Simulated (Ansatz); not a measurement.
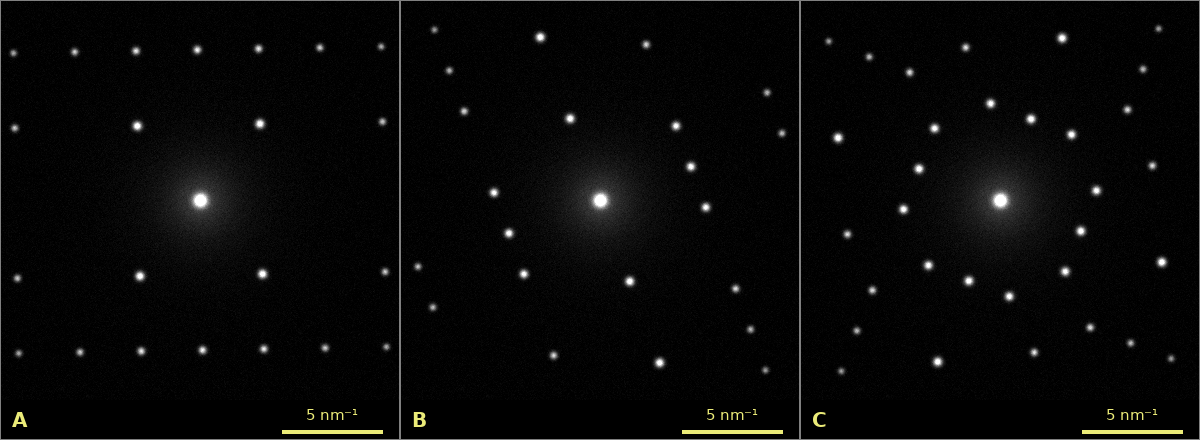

Simulated selected-area electron diffraction patterns (300 kV, kinematic approximation, thin crystal, B = 0.5 Å² for all atoms).

All three come from Cu, space group Pm-3n (No. 223), a = 4.61 Å. Structure: the input geometry of an electronic-structure calculation (not necessarily at equilibrium); the starting structure was generated, so it need not be a known form of this composition.

```
Cu
1.0
     4.61459    0.00000    0.00000
     0.00000    4.61459    0.00000
     0.00000    0.00000    4.61459
Cu
8
Direct
  0.00000 0.00000 0.00000
  0.50000 0.50000 0.50000
  0.25000 0.00000 0.50000
  0.75000 0.00000 0.50000
  0.50000 0.25000 0.00000
  0.50000 0.75000 0.00000
  0.00000 0.50000 0.25000
  0.00000 0.50000 0.75000
```

> Assign the zone axes [001], [210], [211] to A, B and C.

A is [211]: rectangular net of 0 1 -1 (itself too weak to see) at d = 3.26 Å and -1 1 1 (itself extinct) at d = 2.66 Å, at 90.0°. B is [210]: rectangular net of 0 0 1 (itself extinct) at d = 4.61 Å and 1 -2 0 at d = 2.06 Å, at 90.0°. C is [001]: square net of 1 0 0 (itself extinct) at d = 4.61 Å and 0 1 0 (itself extinct) at d = 4.61 Å, at 90.0°.
